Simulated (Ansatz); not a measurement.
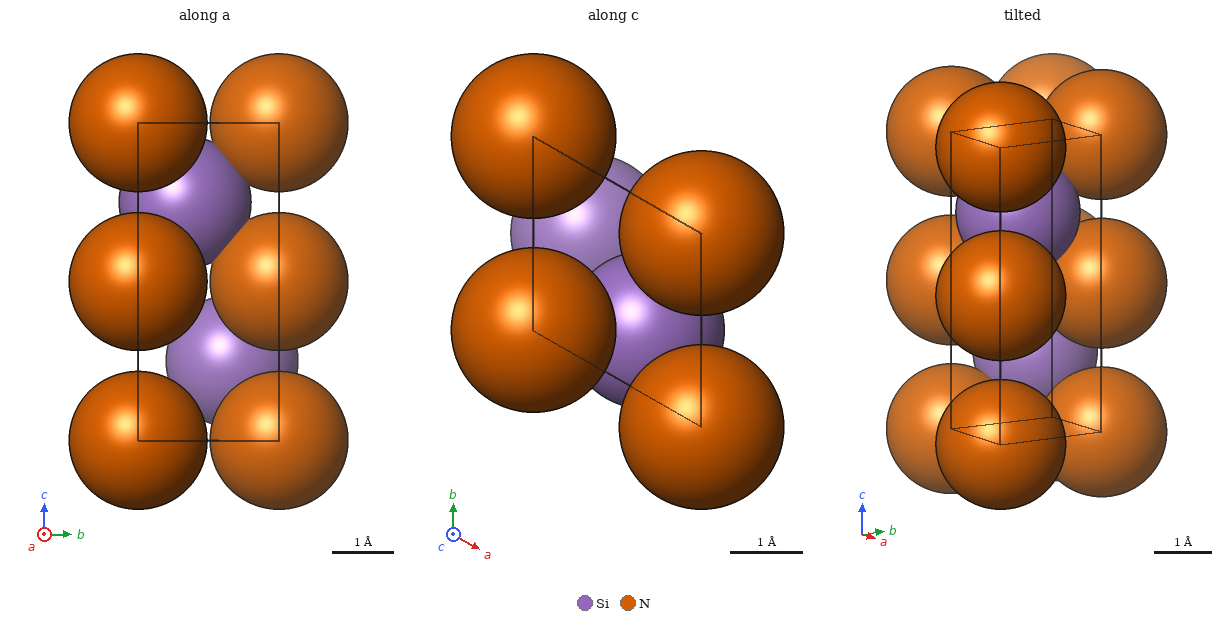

The image is a space-filling drawing of a crystal, viewed along the a axis, along the c axis and slightly off an axis. The wireframe shows the conventional unit cell.

Notes on the structure:

- The formula is SiN.
- Space group: P6_3/mmc (No. 194). Lattice: primitive hexagonal.
- In terms of structure types, this is anti-NiAs type.
- The cell comprises 2 formula units: 2 Si, 2 N.
- Each Si atom is coordinated by six N in a trigonal prismatic arrangement at about 2.0 Å. N is linked to six Si in a distorted octahedral arrangement at about 2.0 Å.

Origin of the cell: a structure listed in the Materials Project, with elements exchanged, so it need not be a known form of the compound. The final geometry of a relaxation with DFT r2SCAN, scalar-relativistic, plane waves, PAW in Ansatz 0.2.0 is shown.
